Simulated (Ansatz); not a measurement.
Input file:

```
crystal:
  lattice:
    - [1.8462150176, 1.0659127374, 6.8698832008]
    - [-1.8462150176, 1.0659127374, 6.8698832008]
    - [0.0, -2.1318254748, 6.8698832008]
  atoms:
    - { symbol: Ga, position: [0.7515520692, 0.7515520692, 0.7515520692] }
    - { symbol: Ga, position: [0.2484479308, 0.2484479308, 0.2484479308] }
    - { symbol: Ga, position: [0.0, 0.0, 0.0] }
    - { symbol: Se, position: [0.5, 0.5, 0.5] }
basis:
  ecutwfc: 420
kpoints:
  mp_grid: { grid: [12, 12, 12] }
hamiltonian:
  xc: pbe
scf:
  occupations: { method: gaussian, width: 0.1 }
output:
  forces: true
  stress: true
  eigenvalues: true
  write_density: true
  write_potential: true
  elf: true
  volumetric_format: npy
relax:
  adjacent_minimum: "off"
  f_tol: 0.01
  max_steps: 30
  cell: { stress_tol: 0.1, fix: [volume] }
```

Run with:

```sh
ansatz run input.yaml --threads 1 --pin off --max-ram 2560MiB --backend cpu --events-out ev --progress --plain --runs-dir out
```

Below, planes, directions and counts refer to the conventional cell (a = 3.69 Å, b = 3.69 Å, c = 20.67 Å, α = 90.00°, β = 90.00°, γ = 120.00°).

The fields are those of the run's last geometry, not of the input's.

Space group R-3m; a structure generated by program, which may or may not match a known phase; changed on purpose from its base cell (volume × 0.97, shape and atoms relaxed); computed without spin polarisation.

All numbers below come from DFT PBE, scalar-relativistic, plane waves, PAW (Ansatz 0.2.0).

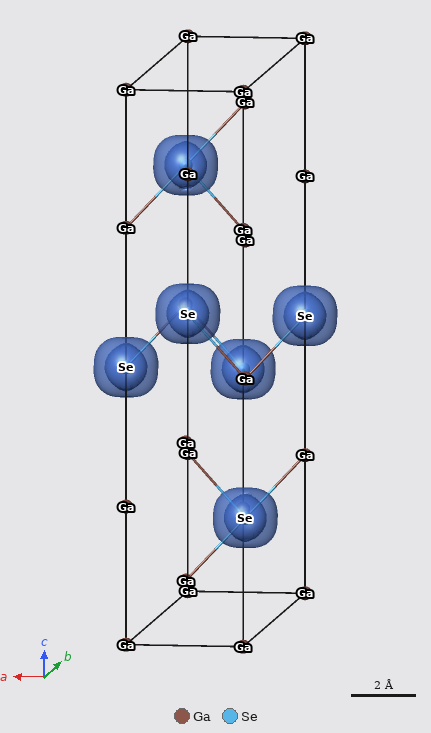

Ga3Se. Isosurface of the electron localisation function at 0.75 (blue), seen at an oblique angle. Core shells and regions of very low density are left out. Sticks mark near contacts.

Q: Identify the bonds, lone pairs and shells in this picture.

A: At this value the surface marks out three regions wrapped around Se (the valence shell of each), counted in one cell of 12 atoms. Regions shared between cells count once. Along the contacts the grid gives the following. Ga–Se (2.72 Å): the ELF is about 0.55 at the midpoint.

Q: Does the calculation make it a metal, or give it a gap?

A: It is metallic or semimetallic at this level of theory: no gap opens.
